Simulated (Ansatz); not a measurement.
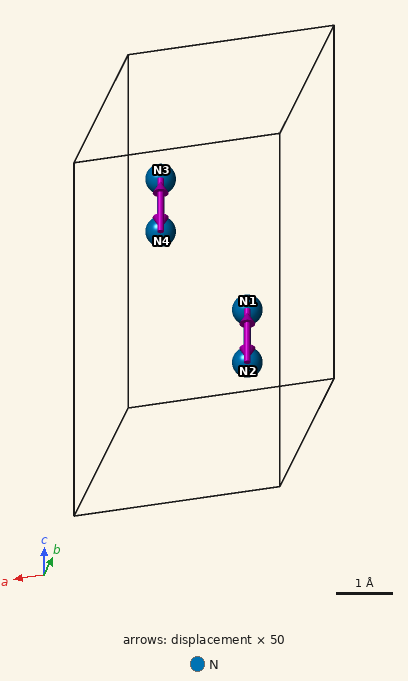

A relaxation of solid N (built on the database structure type). The starting structure is drawn; purple arrows show the displacements (the part carried along by the change of the cell is left out), magnified 50 times.

The picture is a ball-and-stick view of the cell of the calculation, seen from a free direction.

Level of theory: DFT, r2SCAN+rVV10, plane waves, PAW in Ansatz 0.2.0. (plane-wave cutoff 500 eV; k-point mesh 12 × 12 × 4; occupations fermi dirac; smearing width 0.02 eV; no spin polarisation; cell and atoms relaxed; force threshold 0.005 eV/Å)

Describe the change and its energy.

Over 8 accepted moves (10 points after the start) the energy falls by 5.1 meV per atom. Largest force component: 1.2 eV/Å at the start, 0.0029 eV/Å at the end. The pressure goes from −1.66 to 0.00 GPa. At 2 points the geometry stayed and the basis and grid were re-selected for the new cell (energy shift of 0.8 meV per atom at most each time). The largest moves relative to the cell, 0.021 Å, are those of N1, N2, N3 and N4. N3 goes along −c. The volume changes by −9.3 %, with a = b 3.817 → 3.580 Å (−6.2 %), c 7.415 → 7.642 Å (+3.1 %). Among the contacts that change: N1–N2 1.102 → 1.094 Å. The space group stays P6_3/mmc (No. 194). Cost: 64 s on 2 threads of Arm Neoverse V1, with other jobs on the host, peak memory 0.69 GiB.
